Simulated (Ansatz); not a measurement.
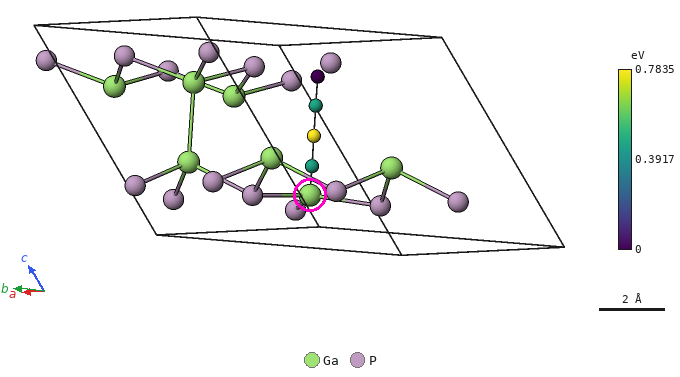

NEB run on a defect cell of composition Ga7P8 with a Ga vacancy (15 atoms in the cell). Images are numbered from 0 (start) to 4 (end). The start is drawn whole; smaller spheres mark the moving atoms (Ga) in the later images, joined by lines and coloured by the energy of the image relative to the start. A ball-and-stick model of the reduced simulation cell (origin moved), seen from a free direction. The moving atom is ringed, with any periodic copies. Lengths and directions refer to the drawn axes. Bonds to atoms that aren't drawn are left out.

All numbers below come from Ansatz, DFT PBE, scalar-relativistic, plane waves, PAW. Settings: plane-wave cutoff 420 eV; k-point mesh 6 × 6 × 4; Gaussian smearing 0.05 eV; 3 movable images; no climbing image; force threshold 0.05 eV/Å; iteration limit 60.

Describe the path and its energy.

It is a vacancy jump: a nearby atom moves into the empty site and leaves its own site empty. A Ga atom travels furthest, 3.71 Å from end to end, along [−1 −1 3], on a straight line. At the highest image its nearest neighbour (P) is 3.09 Å away, against 2.35 Å at the start, and the surrounding atoms stand up to 0.03 Å off the mean of their end positions. The barrier is about 0.78 eV in both directions, with image 2 at the top; the ends have the same energy. The band converged in 4 iterations. The largest component of the band force went from 0.58 to 0.011 eV/Å. No image climbed, so the highest image needn't lie on the saddle point, and the true maximum along this path can be higher.

Limits of the set-up: the periodic images lie only 7.8 Å apart, so the values are limited by the cell's size.

The run took 19 min on 4 threads of Arm Neoverse V1 (shared host), peak memory 5.2 GiB.
